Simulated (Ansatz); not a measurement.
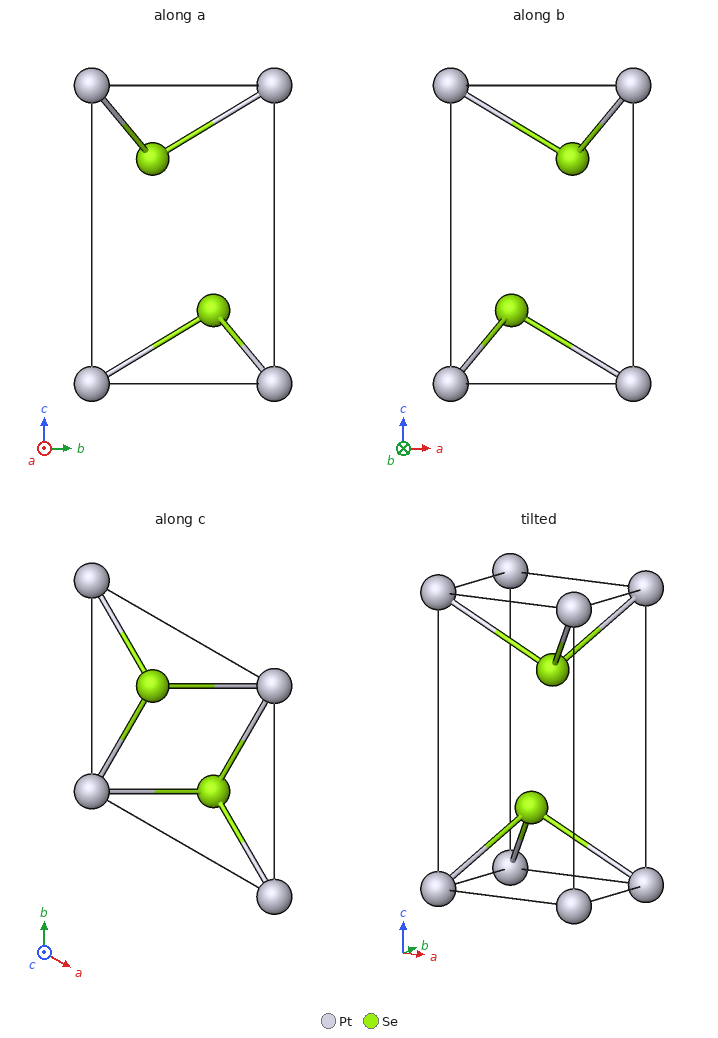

Ball-and-stick representation of a periodic structure, projected along the a axis, along the b axis, along the c axis and slightly off an axis. The conventional unit cell is drawn as a box.

Lattice parameters: a = 3.729 Å, b = 3.729 Å, c = 5.277 Å, α = 90.00°, β = 90.00°, γ = 120.00°.

Q: Set out the cell and atoms as a table of Wyckoff sites, with free fractional coordinates to two decimals.

A: Space group P-3m1 (No. 164).
```
atom  site       x       y     z
  Pt    1a    0.00    0.00  0.00
  Se    2d  0.3333  0.6667  0.25
```

Provenance: a structure type filled with these elements by a generator (whether the compound takes this form wasn't checked). The geometry was optimised with DFT, r2SCAN+rVV10, plane waves, PAW in Ansatz.
